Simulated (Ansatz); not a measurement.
CoSi (P4/mmm, No. 123): the end point of a relaxation with DFT PBE, scalar-relativistic, plane waves, PAW (Ansatz); the starting structure was generated, so it need not be a known form of this composition.

```cif
data_structure
_symmetry_space_group_name_H-M 'P 1'
_symmetry_Int_Tables_number 1
_cell_length_a 2.7040
_cell_length_b 2.7040
_cell_length_c 2.9449
_cell_angle_alpha 90.000
_cell_angle_beta 90.000
_cell_angle_gamma 90.000
_cell_volume 21.53
loop_
_atom_site_label
_atom_site_type_symbol
_atom_site_fract_x
_atom_site_fract_y
_atom_site_fract_z
_atom_site_occupancy
Co1 Co 0.00000 0.00000 0.00000 1
Si1 Si 0.50000 0.50000 0.50000 1
```

### What will a Z-contrast image along [111] show? Simulated incoherent Z contrast: every atom adds Z^1.7 spread by a probe of 1.30 Å full width; channelling and multiple scattering are left out. Shot noise was added.

The projected structure repeats with a cell of 2.24 × 2.24 Å, 117°. All columns are alike (Co + Si). The shortest distance between visible columns is 2.24 Å in projection. Along the beam the structure repeats every 4.83 Å.

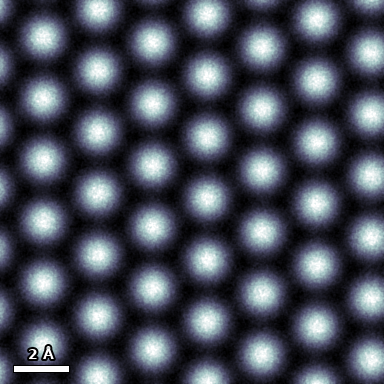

The simulated image.
